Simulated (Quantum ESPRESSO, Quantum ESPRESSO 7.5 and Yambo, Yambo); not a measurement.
**GaP (F-43m): a self-consistent loop beyond G0W0, cycle by cycle**

Aim: iterate the self-energy on GaP (F-43m) and follow the gap from cycle to cycle.

Main program and level: Quantum ESPRESSO 7.5 and Yambo 5.3.0; PBE and many-body steps on it, plane waves.

**What was measured.**

- Gap 2.25 ± 0.04 eV: optical gap from Tauc plot (fundamental, indirect); spectroscopic ellipsometry, Tauc-Lorentz fit and Tauc plot; 300 K; film (GaP layer on Si reference sample) on Si (“Assessment of GaPSb/Si tandem material association properties for photoelectrochemical cells”, 2020, arxiv:2002.02774).

This is a report of a sequence of runs, with most program output left out.

**1. The starting structure**

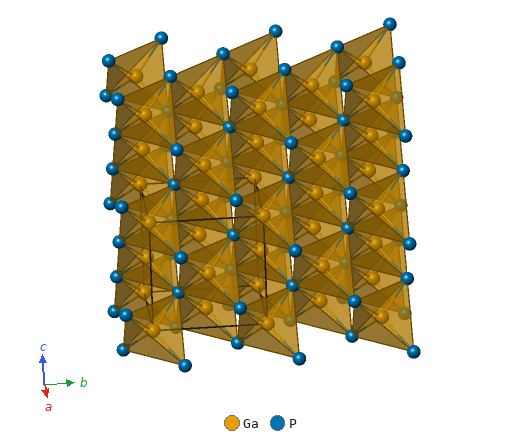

The starting structure, seen slightly off an axis (gallium orange, phosphorus blue). 1×2×2 cells are drawn. This picture shows the conventional cell, with its axes. Some periodic images of atoms are drawn too.

The cell and positions come from the Crystallography Open Database and are kept as given unless a step says otherwise.

**2. Empty states on the mesh, 4×4×4 mesh, 141 bands**

This step: Quantum ESPRESSO 7.5; DFT, PBE, plane waves, norm-conserving pseudopotentials.

The sums over transitions need many empty states on a uniform mesh; this step solves for them.

The input, pw.in:

```
&control
  calculation = 'nscf'
  prefix = 'x'
  outdir = 'o'
  pseudo_dir = 'pseudo'
/
&system
  ibrav = 0
  nat = 2
  ntyp = 2
  ecutwfc = 104.0
  nbnd = 141
  force_symmorphic = .true.
/
&electrons
  conv_thr = 1e-9
  electron_maxstep = 80
  diago_full_acc = .true.
  diago_thr_init = 5e-6
/
ATOMIC_SPECIES
  Ga 69.723 Ga.upf
  P 30.974 P.upf
CELL_PARAMETERS angstrom
  0.0000000000 2.7252500000 2.7252500000
  2.7252500000 0.0000000000 2.7252500000
  2.7252500000 2.7252500000 0.0000000000
ATOMIC_POSITIONS crystal
  Ga 0.0000000000 0.0000000000 0.0000000000
  P 0.2500000000 0.2500000000 0.2500000000
K_POINTS automatic
  4 4 4 0 0 0
```

Launch:

```console
OMP_NUM_THREADS=1 mpirun -n 4 pw.x -nk 4 -in pw.in > pw.out
```

It took 12 s on 4 MPI ranks of Arm Neoverse V1, shared host; peak memory 0.44 GiB; 48 s of CPU time.

This step gave:

```
gap                                                           : 1.653 eV
k of the valence top                                          : 0, 0, 0
k of the conduction bottom                                    : 0, -0.5, -0.5
least direct gap                                              : 1.818 eV
k points computed                                             : 8
lowest point of the top converged band, above the valence top : 110.8948 eV
```

On this mesh the gap is 1.653 eV.

The density comes from a self-consistent run that is not shown.

**3. Conversion and set-up**

This step: Yambo 5.3.0; conversion and set-up on PBE, plane waves, norm-conserving pseudopotentials.

The states are converted to the many-body program's format and the q mesh is built.

Launch:

```console
(cd o/x.save; p2y > p2y.log; mv SAVE ../..); yambo > setup.log
```

Wall time 3.1 s (1 MPI rank); peak memory 0.25 GiB.

**4. G0W0**

Now the one-shot GW correction: screening in the RPA, then the self-energy of the levels asked for.

This step: G0W0 on PBE, plane waves, norm-conserving pseudopotentials.

The input, gw1.in:

```
HF_and_locXC
gw0
dyson
ppa
em1d
rim_cut
RandQpts= 1000000
RandGvec= 1 RL
EXXRLvcs= 104 Ry
VXCRLvcs= 416 Ry
Chimod= "HARTREE"
% BndsRnXp
 1 | 141 |
%
NGsBlkXp= 15.5 Ry
% LongDrXp
 1 | 1 | 1 |
%
% GbndRnge
 1 | 141 |
%
DysSolver= "n"
ExtendOut
PPAPntXp= 27.21138 eV
% QPkrange
 1 | 8 | 10 | 17 |
%
```

Launch:

```console
OMP_NUM_THREADS=1 mpirun -n 4 yambo -F gw1.in -J gw1 -C gw1 > gw1.log
```

Wall time 11 min (4 MPI ranks); peak memory 1.9 GiB.

Numbers from this step:

* G0W0 gap on the mesh: 2.285 eV
* starting gap on the mesh: 1.653 eV
* k of the valence top: 0, 0, 0
* k of the conduction bottom: 0, -0.5, -0.5
* least direct G0W0 gap on the computed points: 2.691 eV
* Z at the valence top: 0.7842
* Z at the conduction bottom: 0.8088

The gap on the mesh goes from 1.65 eV to 2.29 eV, a correction of +0.63 eV.

**5. evGW0, cycle 1**

This step: evGW0 on PBE, plane waves, norm-conserving pseudopotentials.

gw2.in, as its differences from gw1.in of step 4:

```diff
@@ -27 +27,2 @@
 %
+GfnQPdb= "E < ./gw1/ndb.QP"
```

Launch:

```console
OMP_NUM_THREADS=1 mpirun -n 4 yambo -F gw2.in -J gw2,gw1_W -C gw2 > gw2.log
```

It took 9.1 min on 4 MPI ranks; peak memory 1.8 GiB; 37 min of CPU time.

Numbers from this step:

```
quasiparticle gap on the mesh                         : 2.349 eV
gap of the density functional on the mesh             : 1.653 eV
k of the valence top                                  : 0, 0, 0
k of the conduction bottom                            : 0, -0.5, -0.5
least direct quasiparticle gap on the computed points : 2.782 eV
Z at the valence top                                  : 0.7870
Z at the conduction bottom                            : 0.8170
```

Against G0W0 in Yambo (4×4×4 mesh, 141 bands, screening to 210.9 eV, Godby-Needs plasmon pole), the gap moves by +0.064 eV.

The program's own table gives 2.464 eV, which is too large where the input levels are shifted: this version takes Σc at the unshifted level E₀, yet steps from the shifted one. The value above is the Newton step from E₀, E₀ + Z(Σc + Σx − Vxc), rebuilt from the printed columns.

**6. evGW0, cycle 2**

The corrected levels of the last cycle go back in.

gw3.in, as its differences from gw2.in of step 5:

```diff
@@ -27,2 +27,2 @@
 %
-GfnQPdb= "E < ./gw1/ndb.QP"
+GfnQPdb= "E < ./gw2_fix/ndb.QP"
```

Launch:

```console
OMP_NUM_THREADS=1 mpirun -n 4 yambo -F gw3.in -J gw3,gw1_W -C gw3 > gw3.log
```

The job ended after 9.2 min (4 MPI ranks; peak memory 1.8 GiB; 37 min of CPU time).

This step gave:

| Quantity | Value |
| --- | --- |
| quasiparticle gap on the mesh | 2.355 eV |
| gap of the density functional on the mesh | 1.653 eV |
| k of the valence top | 0, 0, 0 |
| k of the conduction bottom | 0, -0.5, -0.5 |
| least direct quasiparticle gap on the computed points | 2.792 eV |

Against the cycle before, the gap moves by +0.006 eV.

The program's own table gives 2.482 eV, which is too large where the input levels are shifted: this version takes Σc at the unshifted level E₀, yet steps from the shifted one. The value above is the Newton step from E₀, E₀ + Z(Σc + Σx − Vxc), rebuilt from the printed columns.

**7. evGW, cycle 1**

This step: evGW on PBE, plane waves, norm-conserving pseudopotentials.

gw4.in, as its differences from gw3.in of step 6:

```diff
@@ -27,2 +27,3 @@
 %
-GfnQPdb= "E < ./gw2_fix/ndb.QP"
+GfnQPdb= "E < ./gw1/ndb.QP"
+XfnQPdb= "E < ./gw1/ndb.QP"
```

Launch:

```console
OMP_NUM_THREADS=1 mpirun -n 4 yambo -F gw4.in -J gw4 -C gw4 > gw4.log
```

Elapsed: 11 min, on 4 MPI ranks; peak memory 1.9 GiB.

Numbers from this step:

| Quantity | Value |
| --- | --- |
| quasiparticle gap on the mesh | 2.435 eV |
| gap of the density functional on the mesh | 1.653 eV |
| k of the valence top | 0, 0, 0 |
| k of the conduction bottom | 0, -0.5, -0.5 |
| least direct quasiparticle gap on the computed points | 2.867 eV |

Against G0W0 in Yambo (4×4×4 mesh, 141 bands, screening to 210.9 eV, Godby-Needs plasmon pole), the gap moves by +0.149 eV.

The program's own table gives 2.544 eV, which is too large where the input levels are shifted: this version takes Σc at the unshifted level E₀, yet steps from the shifted one. The value above is the Newton step from E₀, E₀ + Z(Σc + Σx − Vxc), rebuilt from the printed columns.

**8. evGW, cycle 2**

gw5.in, as its differences from gw4.in of step 7:

```diff
@@ -27,3 +27,3 @@
 %
-GfnQPdb= "E < ./gw1/ndb.QP"
-XfnQPdb= "E < ./gw1/ndb.QP"
+GfnQPdb= "E < ./gw4_fix/ndb.QP"
+XfnQPdb= "E < ./gw4_fix/ndb.QP"
```

Launch:

```console
OMP_NUM_THREADS=1 mpirun -n 4 yambo -F gw5.in -J gw5 -C gw5 > gw5.log
```

Elapsed: 11 min, on 4 MPI ranks; peak memory 1.9 GiB; 43 min of CPU time.

Numbers from this step:

* quasiparticle gap on the mesh: 2.471 eV
* gap of the density functional on the mesh: 1.653 eV
* k of the valence top: 0, 0, 0
* k of the conduction bottom: 0, -0.5, -0.5
* least direct quasiparticle gap on the computed points: 2.910 eV

Against the cycle before, the gap moves by +0.036 eV.

The program's own table gives 2.602 eV, which is too large where the input levels are shifted: this version takes Σc at the unshifted level E₀, yet steps from the shifted one. The value above is the Newton step from E₀, E₀ + Z(Σc + Σx − Vxc), rebuilt from the printed columns.

**9. evGW, cycle 3**

gw6.in, as its differences from gw5.in of step 8:

```diff
@@ -27,3 +27,3 @@
 %
-GfnQPdb= "E < ./gw4_fix/ndb.QP"
-XfnQPdb= "E < ./gw4_fix/ndb.QP"
+GfnQPdb= "E < ./gw5_fix/ndb.QP"
+XfnQPdb= "E < ./gw5_fix/ndb.QP"
```

Launch:

```console
OMP_NUM_THREADS=1 mpirun -n 4 yambo -F gw6.in -J gw6 -C gw6 > gw6.log
```

Run time: 11 min. Hardware: 4 MPI ranks; peak memory 1.9 GiB.

Numbers from this step:

| Quantity | Value |
| --- | --- |
| quasiparticle gap on the mesh | 2.481 eV |
| gap of the density functional on the mesh | 1.653 eV |
| k of the valence top | 0, 0, 0 |
| k of the conduction bottom | 0, -0.5, -0.5 |
| least direct quasiparticle gap on the computed points | 2.922 eV |

Against the cycle before, the gap moves by +0.010 eV.

The program's own table gives 2.617 eV, which is too large where the input levels are shifted: this version takes Σc at the unshifted level E₀, yet steps from the shifted one. The value above is the Newton step from E₀, E₀ + Z(Σc + Σx − Vxc), rebuilt from the printed columns.

**10. evGW, cycle 4**

gw7.in, as its differences from gw6.in of step 9:

```diff
@@ -27,3 +27,3 @@
 %
-GfnQPdb= "E < ./gw5_fix/ndb.QP"
-XfnQPdb= "E < ./gw5_fix/ndb.QP"
+GfnQPdb= "E < ./gw6_fix/ndb.QP"
+XfnQPdb= "E < ./gw6_fix/ndb.QP"
```

Launch:

```console
OMP_NUM_THREADS=1 mpirun -n 4 yambo -F gw7.in -J gw7 -C gw7 > gw7.log
```

It took 11 min on 4 MPI ranks; peak memory 1.9 GiB; 43 min of CPU time.

Numbers from this step:

- quasiparticle gap on the mesh: 2.484 eV
- gap of the density functional on the mesh: 1.653 eV
- k of the valence top: 0, 0, 0
- k of the conduction bottom: 0, -0.5, -0.5
- least direct quasiparticle gap on the computed points: 2.926 eV

Against the cycle before, the gap moves by +0.003 eV.

The program's own table gives 2.622 eV, which is too large where the input levels are shifted: this version takes Σc at the unshifted level E₀, yet steps from the shifted one. The value above is the Newton step from E₀, E₀ + Z(Σc + Σx − Vxc), rebuilt from the printed columns.

**11. The runs together**

Times are wall times on 4 MPI ranks of Arm Neoverse V1, shared host, good to a factor of about two.

| run | mesh | bands | screening cutoff (eV) | DFT gap (eV) | gap on the mesh (eV) | direct (eV) | time |
| --- | --- | --- | --- | --- | --- | --- | --- |
| G0W0 | 4×4×4 | 141 | 210.9 | 1.653 | 2.285 | 2.691 | 11 min |
| evGW0, cycle 1 | 4×4×4 | 141 | 210.9 | 1.653 | 2.349 | 2.782 | 9.1 min |
| evGW0, cycle 2 | 4×4×4 | 141 | 210.9 | 1.653 | 2.355 | 2.792 | 9.2 min |
| evGW, cycle 1 | 4×4×4 | 141 | 210.9 | 1.653 | 2.435 | 2.867 | 11 min |
| evGW, cycle 2 | 4×4×4 | 141 | 210.9 | 1.653 | 2.471 | 2.910 | 11 min |
| evGW, cycle 3 | 4×4×4 | 141 | 210.9 | 1.653 | 2.481 | 2.922 | 11 min |
| evGW, cycle 4 | 4×4×4 | 141 | 210.9 | 1.653 | 2.484 | 2.926 | 11 min |

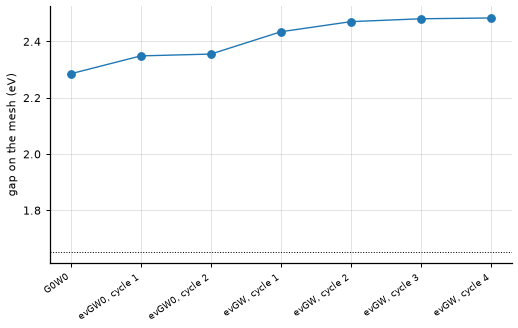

The gap through the cycles; the dotted line is the starting gap.

**12. Outcome**

| Quantity | Value |
| --- | --- |
| G0W0 | 2.285 eV |
| evGW0, cycle 1 | 2.349 eV |
| evGW0, cycle 2 | 2.355 eV |
| evGW, cycle 1 | 2.435 eV |
| evGW, cycle 2 | 2.471 eV |
| evGW, cycle 3 | 2.481 eV |
| evGW, cycle 4 | 2.484 eV |
| known limits | not at the basis limit; no spin-orbit coupling; coarse k mesh |

evGW0 ends at 2.36 eV, +0.07 eV from G0W0, after 2 cycles that took 18 min beside the first screening; the last moved the gap by 0.006 eV. evGW ends at 2.48 eV, +0.20 eV from G0W0, after 4 cycles that took 43 min beside the first screening; the last moved the gap by 0.003 eV. Against experiment, by evGW, cycle 4: the gap of 2.48 eV lies +0.23 eV from the measured 2.25 ± 0.04 eV (indirect, 300 K, on Si, 2020). These are gaps on the mesh, at modest bands and cutoff. The calculation has static nuclei and no excitons; a measured gap holds zero-point and thermal motion, which mostly lowers it. Bands and cutoff are finite, so the gap is not at the basis limit. The miss can reach some tenths of an eV and take either sign; the mesh is an error of its own. A denser mesh or path gives a starting gap of 1.59 eV: the GW mesh misses a band edge, so its gaps are not the fundamental one. The 4×4×4 mesh is coarse for this cell, which bears on the long-range parts of exchange and screening. The many-body steps are scalar-relativistic: spin-orbit coupling is not in them.

[Paths, hosts, dates, memory and timing lines, banners, echoed tables and standing remarks are left out of the program output.]

[Logs are printed without paths, hosts, clocks, repeated set-up lines and the standing remarks that a program may print on its own settings, such as how far it seeks lower states.]

[Runs of the session that timed out or met a known fault of the program may be left out.]

[Hosts, paths, dates, database ids (printed as entryN), source tags and the programs' standing remarks are cut or masked in the printed files.]
